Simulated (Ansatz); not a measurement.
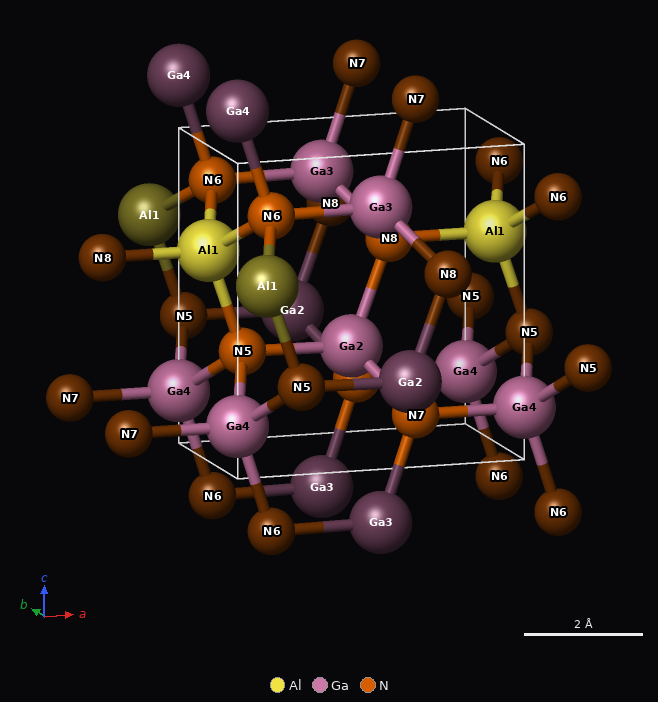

The structure as given in the input (ball-and-stick view of the cell of the calculation, seen slightly off an axis; neighbours outside the cell are drawn fainter; atoms are numbered from 1 in the order of the input).

**Single-point calculation of AlGa3N4**

The run: single-point calculation of AlGa3N4 (8 atoms in the cell). Method and program: DFT, PBEsol, plane waves, PAW, no spin polarisation (Ansatz 0.2.0).

The structure derives from a Materials Project entry. Figures and captions count atoms from 1; the log counts them from 0 in places.

What the program printed:
```
Engine: ansatz 0.2.0, x86_64-unknown-linux-gnu
Pseudopotentials: kind: paw
Pseudopotential: Al, paw, valence charge 3, recommended cutoff 420 eV (normal), Al.paw.azcp
Pseudopotential: Ga, paw, valence charge 13, recommended cutoff 420 eV (normal), Ga.paw.azcp
Pseudopotential: N, paw, valence charge 5, recommended cutoff 420 eV (normal), N.paw.azcp
Functional definition: PBEsol
  exchange = pbesol_x
  correlation = pbesol_c
Crystal: 8 atoms, lattice volume = 89.165 Å³
Basis set: ecut = 499.3289376138798 eV, 2239 PW (Γ), exchange–correlation on 80×48×80 points (8 copies of the dense FFT grid, shifted against one another)
Bands: 39, of which v1, the nominal top of the filled ones, is band 31 counted from 1 (30 counted from 0)
Symmetry: 2 space group operations
Space group: Pm (ITA 6), of the structure as read, at distance tolerance 4.5e-5 Å
k-points: 100 of 288 (time reversal used)
Non-local potential: Al, projectors of the file, l = 0: 2, l = 1: 2, l = 2: 1
Non-local potential: Ga, projectors of the file, l = 0: 2, l = 1: 2, l = 2: 3, l = 3: 1
Non-local potential: N, projectors of the file, l = 0: 2, l = 1: 2, l = 2: 1
PAW form: soft (Blöchl's): semilocal exchange-correlation on the pseudo side does not see the compensation charge
PAW frozen core: Al, regenerated for the run's functional, and the local potential with it (the file was generated under x = pbe(κ = 0.804, μ = 0.2195149727645171), c = pbe(β = 0.06672455060314922))
PAW frozen core: Ga, regenerated for the run's functional, and the local potential with it (the file was generated under x = pbe(κ = 0.804, μ = 0.2195149727645171), c = pbe(β = 0.06672455060314922))
PAW frozen core: N, regenerated for the run's functional, and the local potential with it (the file was generated under x = pbe(κ = 0.804, μ = 0.2195149727645171), c = pbe(β = 0.06672455060314922))
PAW one-centre angular grid: Al, 110 points (default); XC on 64 Gauss nodes
PAW one-centre angular grid: Ga, 590 points (default); XC on 64 Gauss nodes
PAW one-centre angular grid: N, 110 points (default); XC on 64 Gauss nodes
Initial density: superposition of atomic densities (chi_scale 0.3, normalization cell, long waves kept (reshape's long-wave potential 0.31 eV rms))
Initial wavefunctions: pseudopotential atomic-orbital guess
Functional: x = pbesol(κ = 0.804, μ = 0.12345679012345678), c = pbesol(β = 0.046)
SCF iter   1: F=—  HF=-13280.094919 eV  |F-HF|=—  |Δ(HF+E_count)|=         —  Δρ=1.37e-1  dr2=1.32e1  ethr=3.10e-3  ⟨swp⟩=6.2  Hψ=16248  notcnv=0
preconditioner: auto → Resta (q_TF=auto, 2.568 Å⁻¹)  ε∞=3.7  [insulator: Δε(μ)=2.048 eV  Ē_g=18.783 eV  σ=0.020 eV  W_gap=1.00  n_scr=22 (ndim 8)  ℏωp=31.0 eV  f_vac=0.000  D(μ)=0.00/eV (n_scr^D=0)  ε∞_Penn≈3.7]
SCF iter   2: F=—  HF=-13275.641853 eV  |F-HF|=—  |Δ(HF+E_count)|=    4.45e0  Δρ=4.54e-2  dr2=1.73e0  ethr=3.10e-3  ⟨swp⟩=3.1  Hψ=8811  notcnv=0  defer=297
SCF iter   3: F=—  HF=-13274.658816 eV  |F-HF|=—  |Δ(HF+E_count)|=   9.83e-1  Δρ=2.36e-2  dr2=4.91e-1  ethr=2.78e-3  ⟨swp⟩=2.2  Hψ=7151  notcnv=0  defer=297
SCF iter   4: F=—  HF=-13274.476332 eV  |F-HF|=—  |Δ(HF+E_count)|=   1.82e-1  Δρ=7.04e-3  dr2=2.28e-2  ethr=7.91e-4  ⟨swp⟩=2.9  Hψ=7545  notcnv=0  defer=297
SCF iter   5: F=—  HF=-13274.496754 eV  |F-HF|=—  |Δ(HF+E_count)|=   2.04e-2  Δρ=2.50e-3  dr2=6.71e-3  ethr=3.67e-5  ⟨swp⟩=2.9  Hψ=7663  notcnv=0  defer=201
automatic band count: iteration 5 solves 38 bands in place of 39: the levels show a gap, and the empty bands left out lie too high to hold charge; the band table lists the bands solved (type scf.n_extra_bands for more)
SCF iter   6: F=—  HF=-13274.493522 eV  |F-HF|=—  |Δ(HF+E_count)|=   3.23e-3  Δρ=5.31e-4  dr2=1.84e-4  ethr=1.08e-5  ⟨swp⟩=2.2  Hψ=7241  notcnv=0  defer=204
SCF iter   7: F=—  HF=-13274.493713 eV  |F-HF|=—  |Δ(HF+E_count)|=   1.91e-4  Δρ=2.78e-4  dr2=6.51e-5  ethr=2.97e-7  ⟨swp⟩=2.0  Hψ=6705  notcnv=0  defer=204
SCF iter   8: F=—  HF=-13274.493803 eV  |F-HF|=—  |Δ(HF+E_count)|=   9.03e-5  Δρ=1.12e-4  dr2=1.23e-5  ethr=1.05e-7  ⟨swp⟩=2.0  Hψ=6754  notcnv=0  defer=204
SCF iter   9: F=—  HF=-13274.493804 eV  |F-HF|=—  |Δ(HF+E_count)|=   7.81e-7  Δρ=1.95e-5  dr2=3.42e-7  ethr=1.98e-8  ⟨swp⟩=2.2  Hψ=5879  notcnv=0  defer=204
SCF iter  10: F=—  HF=-13274.493804 eV  |F-HF|=—  |Δ(HF+E_count)|=   2.67e-7  Δρ=1.20e-5  dr2=9.59e-8  ethr=1.61e-10  ⟨swp⟩=10.6  Hψ=18859  notcnv=0
SCF iter  11: F=-13274.493804 eV  HF=-13274.493804 eV  |F-HF|=5.30e-9  |Δ(HF+E_count)|=   8.30e-8  Δρ=3.68e-6  dr2=1.01e-8  ethr=1.55e-10  ⟨swp⟩=4.3  Hψ=13997  notcnv=0
SCF 1 converged in 11 iterations: F = -13274.493804 eV  dr2 = 1.01e-8
  greatest PAW one-centre occupation: 0.995 electrons in one spin orbital (limit 2), on the Ga atom at site 3 (counted from 0), in its partial waves of l = 2
```

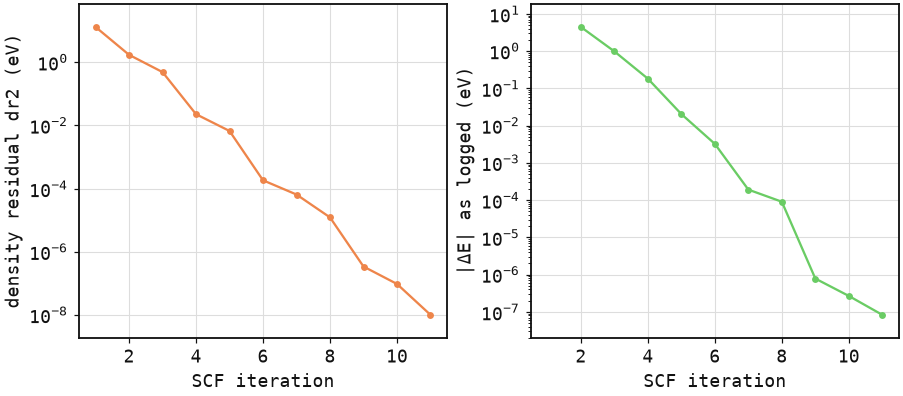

Convergence of the self-consistent field: density residual dr2 and size of the energy change against the SCF iteration. The residual falls at every step.

```
SCF converged after 11 iterations
Free energy (F): -13274.493804 eV
Harris-Foulkes:  -13274.493804 eV  (|F-HF|=5.30e-9)
Internal energy: -13274.493804 eV  (E = F + TS)
E sigma→0 (E₀):  -13274.493804 eV
Fermi energy:    10.198498 eV
--- Per-component energies (eV) ---
  E_band       = -18.482243
  E_kinetic    = 898.298241
  E_local      = -6610.412360  (includes V_loc(G=0)·N_el)
  E_nonlocal   = 1483.620396
  E_hartree    = 3027.712804
  E_xc         = -483.601361
  E_vxc        = -508.863978  (∫ρ·V_xc dr)
  E_paw        = -6806.717822  (= ΣΔE_a)
  E_vpaw       = -1336.553443  (= ΣTr[D̂ρ^β])
  E_aug_tail   = -0.000052  (compensation charges beyond the density's cutoff)
  E_ewald      = -4786.114117
  E_core_change = 2.720468  (= ΣΔE_core)
  E_smearing   = -0.000000  (= −TS)
  E_closure    = 0.000000  (closes the sum)
  Σ components = -13274.493804   (vs F -13274.493804, Δ=0.00e0)
--- Forces (eV/Å), atoms counted from 1 ---
  atom   1  Al     0.00309459     0.00000000     0.00073150
  atom   2  Ga     0.00190699     0.00000000     0.00245622
  atom   3  Ga     0.00302804     0.00000000    -0.00066593
  atom   4  Ga    -0.00464610     0.00000000    -0.00053823
  atom   5  N     -0.00057115    -0.00000000     0.00006593
  atom   6  N     -0.00162386    -0.00000000     0.00047344
  atom   7  N      0.00232348     0.00000000    -0.00104382
  atom   8  N     -0.00350265     0.00000000    -0.00148957
  max |Σ_I F_I| component: 1.05e-5 eV/Å
--- Stress (GPa, compression-positive) ---
       -0.009023       0.000000      -0.003298
        0.000000      -0.014662       0.000000
       -0.003272       0.000000      -0.033164
  P = ⅓ Tr σ = -0.0189 GPa (-0.189 kbar)
--- Band table (eV; the first three rows and the last of 100) ---
  k-point 0: bands = ["-6.7965", "-5.8746", "-5.6702", "-5.4100", "-4.2928", "-4.2917", "-4.2784", "-4.2318", "-4.1896", "-4.1399", "-4.1340", "-4.0937", "-4.0390", "-3.9903", "-3.9853", "-3.9340", "-3.0846", "-2.9517", "-2.4003", "2.0857", "2.7458", "4.0028", "4.9595", "6.3941", "6.8389", "7.8946", "7.9824", "8.1621", "8.9333", "8.9893", "9.0180", "11.3790", "13.6347", "14.1879", "14.7305", "15.4128", "18.0319", "18.5736"]
  k-point 1: bands = ["-6.7236", "-5.8971", "-5.6765", "-5.4203", "-4.2916", "-4.2845", "-4.2632", "-4.2273", "-4.1858", "-4.1412", "-4.1383", "-4.0940", "-4.0425", "-4.0009", "-3.9906", "-3.9382", "-3.3579", "-2.8924", "-2.3290", "2.1936", "2.9715", "4.1852", "4.7411", "6.4808", "7.1834", "7.5041", "7.8092", "8.1696", "8.4121", "8.8888", "8.9631", "11.9002", "14.0039", "14.2670", "14.8649", "15.4824", "17.8673", "18.3466"]
  k-point 2: bands = ["-6.5252", "-6.0076", "-5.6793", "-5.4406", "-4.2866", "-4.2701", "-4.2171", "-4.2096", "-4.1809", "-4.1477", "-4.1403", "-4.0939", "-4.0523", "-4.0234", "-4.0040", "-3.9439", "-3.7566", "-2.7812", "-2.3503", "2.4971", "3.3798", "4.1676", "5.1805", "6.4038", "6.7243", "7.3606", "7.5099", "7.8060", "8.2860", "8.7026", "8.8122", "12.8189", "14.1616", "14.7778", "15.1965", "15.8749", "17.2524", "17.8713"]
  k-point 99: bands = ["-5.8260", "-5.6568", "-5.5716", "-5.1939", "-4.2745", "-4.2457", "-4.1688", "-4.1649", "-4.1280", "-4.1184", "-4.0794", "-4.0396", "-4.0261", "-3.9554", "-3.9445", "-3.1949", "-2.7473", "-2.6571", "-2.5501", "2.3051", "2.4299", "2.4730", "3.1992", "6.9466", "7.0570", "7.1616", "7.1773", "7.2514", "7.2817", "7.3584", "7.3765", "13.3350", "13.4157", "13.4857", "13.8863", "16.2123", "16.8524", "17.0390"]
```

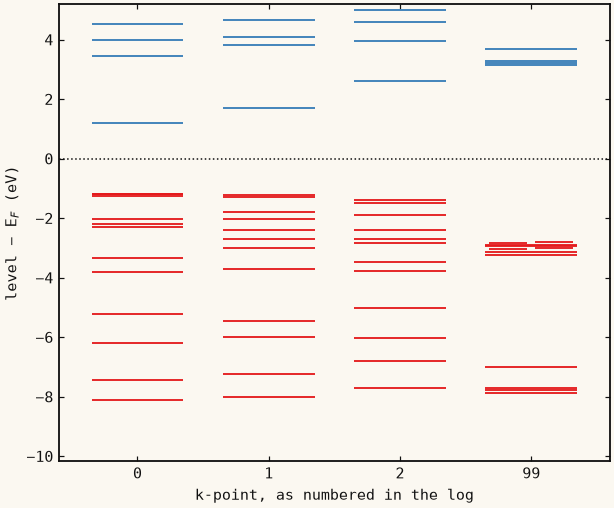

Kohn–Sham levels near the Fermi level (dotted) at the few k-points that the log prints; levels within 0.02 eV of each other stand side by side. Among these points the highest filled and lowest empty levels are 2.36 eV apart, which is the gap on the mesh.

This output came from the following input.

Input:
```yaml
crystal:
  lattice:
    - [5.1423511994, 0.0, 0.0001215027]
    - [0.0, 3.1649848006, 0.0]
    - [-0.0035856898, 0.0, 5.4784941377]
  atoms:
    - { symbol: Al, position: [0.0006034227, 0.5, 0.6673576245] }
    - { symbol: Ga, position: [0.499116703, 0.5, 0.3349195796] }
    - { symbol: Ga, position: [0.4990273845, 0.0, 0.8315570005] }
    - { symbol: Ga, position: [0.9998617813, 0.0, 0.1661805284] }
    - { symbol: "N", position: [0.1196687538, 0.5, 0.3400974154] }
    - { symbol: "N", position: [0.1176459792, 0.0, 0.8263760592] }
    - { symbol: "N", position: [0.6204436392, 0.0, 0.1662162869] }
    - { symbol: "N", position: [0.6312323464, 0.5, 0.6672965055] }
basis:
  ecutwfc: "36.7 Ry"
kpoints:
  mp_grid: { grid: [6, 8, 6] }
hamiltonian:
  xc: pbesol
scf:
  occupations: { method: gaussian, width: 0.02 }
  lower_state_search: light
  initial_density: { chi_scale: 0.3 }
output:
  forces: true
  eigenvalues: true
  stress: true
```

Launch command:
```bash
ansatz run input.yaml --threads 2 --pin off --max-ram 5120MiB --backend cpu --events-out ev --progress --plain --runs-dir out
```

Key numbers:

```tsv
quantity	value
outcome	converged
space group (tolerance 0.01 Å)	Pm (6)
electrons treated	62
free energy	−13274.4938 eV
Fermi energy	10.198 eV
gap on the k-point mesh	2.36 eV
pressure	−0.02 GPa
largest force (length of the vector)	0.005 eV/Å
hardware	2 threads of AMD EPYC (Zen 3), 64 GiB of memory available, shared host
wall time	20 s (CPU time 39 s)
peak memory	0.61 GiB
```

Settings chosen away from the usual ones: basis.ecutwfc set to 36.7 Ry (from 420); scf.lower_state_search set to light; scf.initial_density.chi_scale set to 0.3.
